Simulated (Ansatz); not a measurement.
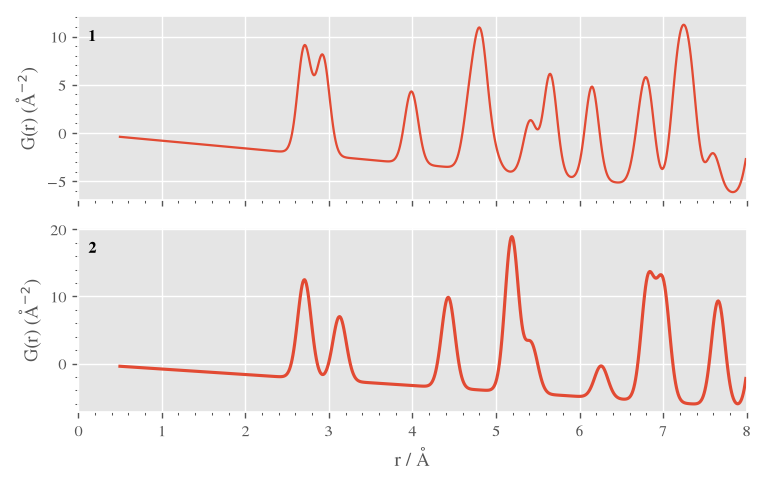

Computed X-ray G(r), with each pair weighted by the product of the atomic numbers (X-ray weights at Q = 0) and a uniform peak width σ = 0.08 Å. No termination ripples are included.

Candidate polymorphs:

A. 
```
CELL_PARAMETERS angstrom
2.70656 0.00000 0.00000
-1.35328 2.34395 0.00000
0.00000 0.00000 4.95533
ATOMIC_POSITIONS crystal
Mo 0.33333 0.66667 0.75000
Mo 0.66667 0.33333 0.25000
```

B. 
```
Mo
1.0
     3.12907    0.00000    0.00000
     0.00000    3.12907    0.00000
     0.00000    0.00000    3.12907
Mo
2
Direct
  0.00000 0.00000 0.00000
  0.50000 0.50000 0.50000
```

Origins: A, the end point of a relaxation at fixed volume with DFT HSE06, scalar-relativistic, plane waves, PAW in Ansatz 0.2.0; the starting structure was generated, so it need not be a known form of this composition; B, the input geometry of an electronic-structure calculation (not necessarily at equilibrium).

Q: Match each curve to its structure.

A: curve 1 is A (Mo, first clear peaks at 2.71 Å (Mo–Mo) and 2.92 Å (Mo–Mo)); curve 2 is B (Mo, first clear peaks at 2.71 Å (Mo–Mo) and 3.13 Å (Mo–Mo)).
